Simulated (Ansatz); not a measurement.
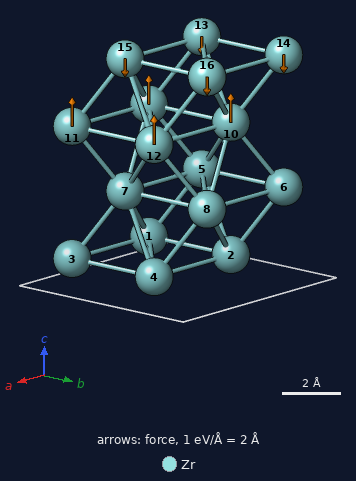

Starting geometry of a slab of composition Zr (cut from the P6_3/mmc phase) with the computed forces as orange arrows. A ball-and-stick model of the cell of the calculation, outlined in the plane, without the vacuum, seen from a free direction.

Case: clean slab, lower planes held. The slab is the (0 0 1) face of Zr. 8 atoms are held fixed.

These are results of DFT PBE+D3(BJ), scalar-relativistic, plane waves, PAW in Ansatz, not measurements.

Input
```yaml
crystal:
  lattice:
    - [6.3710095762, 0.0, 0.0]
    - [-3.1855047881, 5.5174561408, 0.0]
    - [0.0, 0.0, 23.6651285392]
  atoms:
    - { symbol: Zr, position: [0.3333333333, 0.1666666667, 0.3380501393] }
    - { symbol: Zr, position: [0.3333333333, 0.6666666667, 0.3380501393] }
    - { symbol: Zr, position: [0.8333333333, 0.1666666667, 0.3380501393] }
    - { symbol: Zr, position: [0.8333333333, 0.6666666667, 0.3380501393] }
    - { symbol: Zr, position: [0.1666666667, 0.3333333333, 0.4460167131] }
    - { symbol: Zr, position: [0.1666666667, 0.8333333333, 0.4460167131] }
    - { symbol: Zr, position: [0.6666666667, 0.3333333333, 0.4460167131] }
    - { symbol: Zr, position: [0.6666666667, 0.8333333333, 0.4460167131] }
    - { symbol: Zr, position: [0.3333333333, 0.1666666667, 0.5539832869] }
    - { symbol: Zr, position: [0.3333333333, 0.6666666667, 0.5539832869] }
    - { symbol: Zr, position: [0.8333333333, 0.1666666667, 0.5539832869] }
    - { symbol: Zr, position: [0.8333333333, 0.6666666667, 0.5539832869] }
    - { symbol: Zr, position: [0.1666666667, 0.3333333333, 0.6619498607] }
    - { symbol: Zr, position: [0.1666666667, 0.8333333333, 0.6619498607] }
    - { symbol: Zr, position: [0.6666666667, 0.3333333333, 0.6619498607] }
    - { symbol: Zr, position: [0.6666666667, 0.8333333333, 0.6619498607] }
basis:
  ecutwfc: 420
kpoints:
  mp_grid: { grid: [4, 4, 1] }
hamiltonian:
  xc: pbe
  dispersion: d3bj
scf:
  occupations: { method: gaussian, width: 0.1 }
output:
  forces: true
  eigenvalues: true
  write_density: true
  write_potential: true
  elf: true
  volumetric_format: npy
relax:
  adjacent_minimum: "off"
  f_tol: 0.03
  max_steps: 70
  constraints: [{ sites: [0, 1, 2, 3, 4, 5, 6, 7] }]
efield:
  axis: 3
  dipole_correction: true
  ramp_width: 0.04
```

Command:
```bash
ansatz run input.yaml --threads 4 --pin off --max-ram 12288MiB --backend cpu --events-out ev --progress --plain --runs-dir out
```

**Is this structure relaxed? If not, where do the atoms go?**

It isn't relaxed: the largest force vector, on Zr atoms, is 0.58 eV/Å. The atoms end up moving mostly along the starting forces (cosine between the two patterns 0.99). After 3 geometry steps the energy has fallen by 0.126 eV per cell of the calculation. The largest force component goes from 0.58 to 0.0039 eV/Å. The largest moves, 0.079 Å, are those of Zr9, Zr10, Zr11 and Zr12. Zr9 goes along the normal (+c). The cell stays as it was. Some distances before and after: Zr10–Zr13 3.148 → 3.056 Å, Zr5–Zr10 3.148 → 3.213 Å.
